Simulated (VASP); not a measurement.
Single-point calculation of N

The run: single-point calculation of N (P4₂/mnm, 4 atoms in the cell). Method and program: Kohn-Sham DFT of a periodic cell, PBEsol, VASP PAW PBE potentials, recommended, no spin polarisation (VASP 6.6.1).

The structure derives from a Materials Project entry. It belongs to a series of runs on one base structure; here: grid = ENCUT=220 k=3x3x2 ISMEAR=0 SIGMA=0.05 PREC=Accurate EDIFF=1e-06 LREAL=False ADDGRID=False LASPH=True.

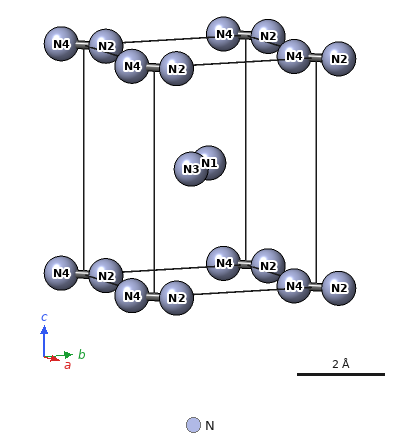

*The structure as given in the input (ball-and-stick view of the cell of the calculation, seen slightly off an axis; atoms are numbered from 1 in the order of the input).*

### Key numbers

| quantity | value |
| --- | --- |
| outcome | converged |
| space group (tolerance 0.01 Å) | P4₂/mnm (136) |
| electrons treated | 20 |
| free energy | −34.4408 eV |
| Fermi energy | −6.039 eV |
| gap on the k-point mesh | 7.12 eV |
| pressure | −50.49 GPa |
| largest force (length of the vector) | 0.601 eV/Å |
| hardware | 1 thread of Intel Xeon @ 2.50GHz (Skylake/Cascade Lake), 64 GiB of memory available, shared host |
| wall time | 3 s |
| peak memory | 0.12 GiB |

### Notes

Settings chosen away from the usual ones: grid = ENCUT=220 k=3x3x2 ISMEAR=0 SIGMA=0.05 PREC=Accurate EDIFF=1e-06 LREAL=False ADDGRID=False LASPH=True. The settings depart from the standard set-up of this series, which can bear on the numbers.

### INCAR
```
PREC = Accurate
ENCUT = 220
EDIFF = 1E-6
ISMEAR = 0
SIGMA = 0.05
LREAL = F
LASPH = T
NELM = 100
ALGO = Normal
ISIF = 2
LWAVE = F
LCHARG = F
GGA = PS
ADDGRID = F
```

### KPOINTS
```
regular mesh
0
Gamma
  3 3 2
```

### POSCAR
```
N
1.0
    4.0840619700      0.0000000000      0.0000000000
    0.0000000000      4.0840619700      0.0000000000
    0.0000000000      0.0000000000      5.3459132500
N
4
Direct
    0.4042752000      0.5957248000      0.5000000000
    0.0957248000      0.0957248000      0.0000000000
    0.5957248000      0.4042752000      0.5000000000
    0.9042752000      0.9042752000      0.0000000000
```

Launch command:
```bash
cat potpaw_PBE.64/N/POTCAR > POTCAR
mpirun -np 1 vasp_std > vasp.out
```

### OSZICAR
```
N       E                     dE             d eps       ncg     rms          rms(c)
DAV:   1     0.477901227780E+02    0.47790E+02   -0.59198E+03   176   0.601E+02
DAV:   2    -0.318586253686E+02   -0.79649E+02   -0.79069E+02   216   0.187E+02
DAV:   3    -0.352182036762E+02   -0.33596E+01   -0.33403E+01   234   0.419E+01
DAV:   4    -0.352421967422E+02   -0.23993E-01   -0.23974E-01   192   0.352E+00
DAV:   5    -0.352424960267E+02   -0.29928E-03   -0.29927E-03   216   0.380E-01    0.170E+01
DAV:   6    -0.345377587189E+02    0.70474E+00   -0.36822E-01   198   0.519E+00    0.103E+01
DAV:   7    -0.344458829803E+02    0.91876E-01   -0.60478E-01   168   0.671E+00    0.609E-01
DAV:   8    -0.344409314492E+02    0.49515E-02   -0.81273E-02   168   0.209E+00    0.245E-01
DAV:   9    -0.344406936814E+02    0.23777E-03   -0.24074E-03   168   0.369E-01    0.107E-01
DAV:  10    -0.344408503201E+02   -0.15664E-03   -0.11278E-04   222   0.922E-02    0.696E-02
DAV:  11    -0.344408461722E+02    0.41479E-05   -0.18315E-04   186   0.943E-02    0.828E-03
DAV:  12    -0.344408460184E+02    0.15385E-06   -0.32472E-06   180   0.160E-02
   1 F= -.34440846E+02 E0= -.34440846E+02  d E =-.332800E-13
```

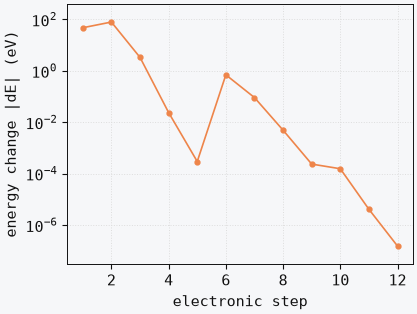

*Convergence of the self-consistent field: energy change |dE| against the electronic step.*

It takes 12 electronic steps. The density is held fixed in the first few steps, and dE rises again when its update begins.

### Parts of OUTCAR
```
PREC = Accurate
   ENCUT = 220
   EDIFF = 1E-6
   ISMEAR = 0
   LREAL = F
   LASPH = T
   NELM = 100
   ISIF = 2
   GGA = PS

 Found      6 irreducible k-points:

 Following reciprocal coordinates:
            Coordinates               Weight
  0.000000  0.000000  0.000000      1.000000
  0.333333  0.000000  0.000000      4.000000
  0.333333  0.333333  0.000000      4.000000
  0.000000  0.000000  0.500000      1.000000
  0.333333  0.000000  0.500000      4.000000
  0.333333  0.333333  0.500000      4.000000
   k-points           NKPTS =      6   k-points in BZ     NKDIM =      6   number of bands    NBANDS=     14
   number of dos      NEDOS =    301   number of ions     NIONS =      4
   total plane-waves  NPLWV =  11200
   dimension x,y,z NGX =    20 NGY =   20 NGZ =   28
   dimension x,y,z NGXF=    40 NGYF=   40 NGZF=   56
   ions per type =               4
   NGX,Y,Z   is equivalent  to a cutoff of   8.14,  8.14,  8.71 a.u.
   NGXF,Y,Z  is equivalent  to a cutoff of  16.28, 16.28, 17.41 a.u.
 SYSTEM =  unknown system
   PREC   = accura    normal or accurate (medium, high low for compatibility)
   ISTART =      0    job   : 0-new  1-cont  2-samecut
   ICHARG =      2    charge: 1-file 2-atom 10-const
   ISPIN  =      1    spin polarized calculation?
   LNONCOLLINEAR =      F non collinear calculations
   LSORBIT =      F    spin-orbit coupling
   LASPH  =      T    aspherical Exc in radial PAW
   ENCUT  =  220.0 eV  16.17 Ry    4.02 a.u.   4.94  4.94  6.47*2*pi/ulx,y,z
   NELM   =    100;   NELMIN=  2; NELMDL= -5     # of ELM steps
   EDIFF  = 0.1E-05   stopping-criterion for ELM
   LREAL  =      F    real-space projection
   EDIFFG = 0.1E-04   stopping-criterion for IOM
   NSW    =      0    number of steps for IOM
   IBRION =     -1    ionic relax: 0-MD 1-quasi-New 2-CG
   NFREE  =      0    steps in history (QN), initial steepest desc. (CG)
   ISIF   =      2    stress and relaxation
   ISYM   =      2    0-nonsym 1-usesym 2-fastsym
   POTIM  = 0.5000    time-step for ionic-motion
   TEBEG  =    0.0;   TEEND  =   0.0 temperature during run
   PSTRESS=    0.0 pullay stress
   NELECT =      20.0000    total number of electrons
   NUPDOWN=      -1.0000    fix difference up-down
   EMIN   =  10.00;   EMAX   =-10.00  energy-range for DOS
   EFERMI =   0.00;   METHOD = LEGACY
   ISMEAR =     0;   SIGMA  =   0.05  broadening in eV -4-tet -1-fermi 0-gaus
   EFERMI_NEDOS =   21; number of points for ismear=-14 and -15
   IALGO  =     38    algorithm
   IMIX   =      4    mixing-type and parameters
     AMIX     =   0.40;   BMIX     =  1.00
     AMIX_MAG =   1.60;   BMIX_MAG =  1.00
  volume/ion in A,a.u.               =      22.29       150.43
  Fermi-wavevector in a.u.,A,eV,Ry     =   0.994678  1.879669 13.461399  0.989385
  Thomas-Fermi vector in A             =   2.126646
   LORBIT       =      0    0 simple, 1 ext, 2 COOP (PROOUT), +10 PAW based schemes
   GGA     = PS    functional components
   LHFCALC =     F    Hartree Fock is set to
   AEXX    =    0.0000 exact exchange contribution
   IVDW    =     0    specifies the selected vdW correction
   LEPSILON=     F    determine dielectric tensor
   LRPA    =     F    only Hartree local field effects (RPA)
 non-spin polarized calculation
 Gauss-broadening in eV      SIGMA  =   0.05
  energy-cutoff  :      220.00
  volume of cell :       89.17
 maximum number of plane-waves:       667
 NGX is ok and might be reduce to    20
   NGX =  9   NGY =  9   NGZ = 13

 number of electron      19.9999996 magnetization

 Free energy of the ion-electron system (eV)
  ---------------------------------------------------
  ext. energy  EPLUGINS =         0.00000000
  ---------------------------------------------------
  free energy    TOTEN  =       -34.44084602 eV

  energy without entropy =      -34.44084602  energy(sigma->0) =      -34.44084602

 E-fermi :  -6.0385     XC(G=0):  -6.5571     alpha+bet : -3.8976

 val. band max:       -6.2965685665   @ k =   0.3333   0.3333   0.5000
 cond. band min:       0.8264313414   @ k =   0.0000   0.0000   0.0000
 fundamental gap:      7.1229999079
 Fermi energy:        -6.0385355214

 k-point     1 :       0.0000    0.0000    0.0000
  band No.  band energies     occupation
      1     -25.2456      2.00000
      2     -25.1792      2.00000
      3     -10.1149      2.00000
      4     -10.1149      2.00000
      5      -8.2152      2.00000
      6      -7.5122      2.00000
      7      -7.4666      2.00000
      8      -7.4666      2.00000
      9      -7.2021      2.00000
     10      -6.3532      2.00000
     11       0.8264      0.00000
     12       1.8339      0.00000
     13       2.2855      0.00000
     14       2.2855      0.00000

 k-point     2 :       0.3333    0.0000    0.0000
  band No.  band energies     occupation
      1     -25.2458      2.00000
      2     -25.2167      2.00000
      3     -10.3201      2.00000
      4     -10.3120      2.00000
      5      -8.0004      2.00000
      6      -7.8193      2.00000
      7      -7.7393      2.00000
      8      -7.7024      2.00000
      9      -6.7117      2.00000
     10      -6.4189      2.00000
     11       1.4675      0.00000
     12       1.9545      0.00000
     13       1.9747      0.00000
     14       2.0258      0.00000

 k-point     3 :       0.3333    0.3333    0.0000
  band No.  band energies     occupation
      1     -25.2264      2.00000
      2     -25.2030      2.00000
      3     -10.4474      2.00000
      4     -10.4425      2.00000
      5      -7.9914      2.00000
      6      -7.9072      2.00000
      7      -7.9061      2.00000
      8      -7.7708      2.00000
      9      -6.3959      2.00000
     10      -6.2968      2.00000
     11       1.7213      0.00000
     12       1.7515      0.00000
     13       2.1658      0.00000
     14       2.5180      0.00000

 k-point     4 :       0.0000    0.0000    0.5000
  band No.  band energies     occupation
      1     -25.2218      2.00000
      2     -25.2218      2.00000
      3     -10.1168      2.00000
      4     -10.1168      2.00000
      5      -7.9523      2.00000
      6      -7.9523      2.00000
      7      -7.4500      2.00000
      8      -7.4500      2.00000
      9      -6.6377      2.00000
     10      -6.6377      2.00000
     11       1.1814      0.00000
     12       1.1814      0.00000
     13       2.1014      0.00000
     14       2.1014      0.00000

 k-point     5 :       0.3333    0.0000    0.5000
  band No.  band energies     occupation
      1     -25.2303      2.00000
      2     -25.2303      2.00000
      3     -10.3287      2.00000
      4     -10.3287      2.00000
      5      -7.9560      2.00000
      6      -7.9560      2.00000
      7      -7.6194      2.00000
      8      -7.6194      2.00000
      9      -6.5899      2.00000
     10      -6.5899      2.00000
     11       1.4609      0.00000
     12       1.4609      0.00000
     13       2.1505      0.00000
     14       2.1505      0.00000

 k-point     6 :       0.3333    0.3333    0.5000
  band No.  band energies     occupation
      1     -25.2143      2.00000
      2     -25.2031      2.00000
      3     -10.4643      2.00000
      4     -10.4106      2.00000
      5      -8.1445      2.00000
      6      -7.8930      2.00000
      7      -7.7169      2.00000
      8      -7.6675      2.00000
      9      -6.3794      2.00000
     10      -6.2966      2.00000
     11       1.6935      0.00000
     12       1.7457      0.00000
     13       2.3306      0.00000
     14       2.5455      0.00000

------------------------ aborting loop because EDIFF is reached ----------------------------------------

  FORCE on cell =-STRESS in cart. coord.  units (eV):
  Direction    XX          YY          ZZ          XY          YZ          ZX
  --------------------------------------------------------------------------------------
  -------------------------------------------------------------------------------------
  Total      -27.3002881    -27.3002881    -29.6935460     -0.0000000      0.0000000      0.0000000
  in kB     -490.5364211   -490.5364211   -533.5389053     -0.0000000      0.0000000      0.0000000
  external PRESSURE =    -504.8705825 kB  Pullay stress =       0.0000000 kB

 VOLUME and BASIS-vectors are now :
 -----------------------------------------------------------------------------
  energy-cutoff  :      220.00
  volume of cell :       89.17
      direct lattice vectors                 reciprocal lattice vectors
     4.084061970  0.000000000  0.000000000     0.244854267  0.000000000  0.000000000
     0.000000000  4.084061970  0.000000000     0.000000000  0.244854267  0.000000000
     0.000000000  0.000000000  5.345913250     0.000000000  0.000000000  0.187058778

 POSITION                                       TOTAL-FORCE (eV/Angst)
 -----------------------------------------------------------------------------------
      1.65108      2.43298      2.67296        -0.424934      0.424934     -0.000000
      0.39095      0.39095      0.00000         0.424934      0.424934     -0.000000
      2.43298      1.65108      2.67296         0.424934     -0.424934     -0.000000
      3.69312      3.69312      0.00000        -0.424934     -0.424934      0.000000
 -----------------------------------------------------------------------------------
    total drift:                                0.000000      0.000000     -0.000000

  FREE ENERGIE OF THE ION-ELECTRON SYSTEM (eV)
  ---------------------------------------------------
  free  energy   TOTEN  =       -34.4408460184 eV

  energy  without entropy=      -34.4408460184  energy(sigma->0) =      -34.44084602
```

### CONTCAR
```
N
   1.00000000000000
     4.0840619699999996    0.0000000000000000    0.0000000000000000
     0.0000000000000000    4.0840619699999996    0.0000000000000000
     0.0000000000000000    0.0000000000000000    5.3459132499999997
  N
     4
Direct
     0.4042752000000007    0.5957247999999993    0.5000000000000000
     0.0957247999999993    0.0957247999999993    0.0000000000000000
     0.5957247999999993    0.4042752000000007    0.5000000000000000
     0.9042752000000007    0.9042752000000007    0.0000000000000000

  0.00000000E+00  0.00000000E+00  0.00000000E+00
  0.00000000E+00  0.00000000E+00  0.00000000E+00
  0.00000000E+00  0.00000000E+00  0.00000000E+00
  0.00000000E+00  0.00000000E+00  0.00000000E+00
```
